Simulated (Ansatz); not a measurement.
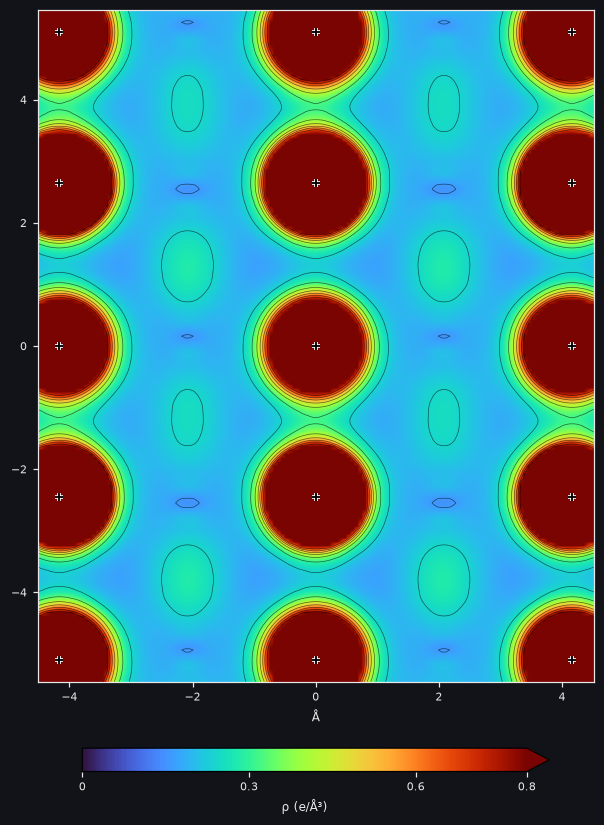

The valence pseudo-density on a plane through atoms (crosses mark nuclei in the plane).

Level of theory: DFT PBEsol, scalar-relativistic, plane waves, PAW in Ansatz.

Candidates:
A. Cs, a = 6.98 Å, b = 6.98 Å, c = 4.54 Å, α = 90.00°, β = 90.00°, γ = 90.00°. Space group I4/mmm; computed without spin polarisation.
B. ZnCu, a = 4.16 Å, b = 4.16 Å, c = 5.10 Å, α = 90.00°, β = 90.00°, γ = 120.00°. Space group R3m; changed on purpose from its base cell (all Cu atoms moved -0.100 Å, as atom 2 towards its neighbour atom 1 (Zn) at 2.550 A); not relaxed (largest force 0.5 eV/Å); computed pressure about −4 GPa in this cell; computed without spin polarisation.

### Which candidate gave the map?

Candidate B: ZnCu on the (010) plane of the conventional cell, which holds Zn and Cu. Zn–Cu (2.45 Å): ρ at the midpoint is about 0.31 e/Å³. Zn–Cu (2.65 Å): ρ at the midpoint is about 0.23 e/Å³.
